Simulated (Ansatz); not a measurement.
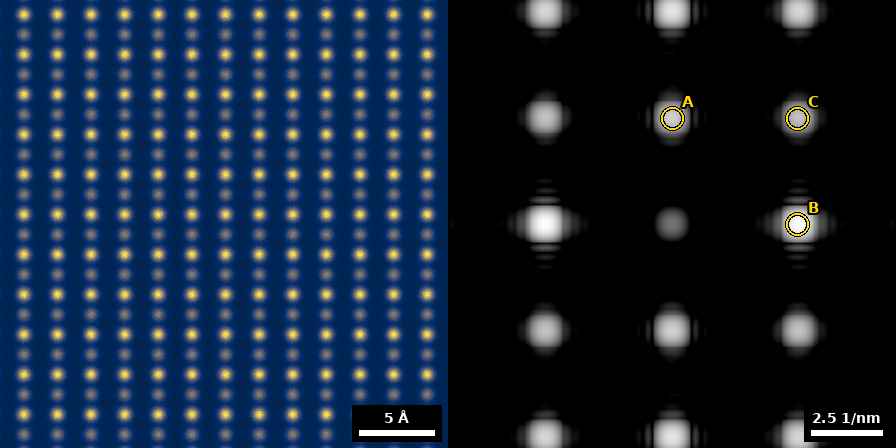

Dark-field STEM-like image of Pt (P6/mmm, No. 191) along [210]. Simulated incoherent Z contrast: every atom adds Z^1.7 spread by a probe of 0.66 Å full width; channelling and multiple scattering are left out. Shot noise was added. Atomic positions: the input geometry of an electronic-structure calculation (not necessarily at equilibrium); the starting structure was generated, so it need not be a known form of this composition.

The right panel is the modulus of the image's Fourier transform on a logarithmic scale.

a = 4.502 Å, b = 4.502 Å, c = 2.678 Å, α = 90.00°, β = 90.00°, γ = 120.00°

Index the marked spots and give their plane spacings (the zone axis points at the viewer; indices equivalent by symmetry, or all signs reversed, are as good).

Answer. A: (0 0 -1), d = 2.68 Å; B: (1 -2 0), d = 2.25 Å; C: (1 -2 -1), d = 1.72 Å. A and B enclose 90°, and every spot obeys the zone law hu + kv + lw = 0 for [210].
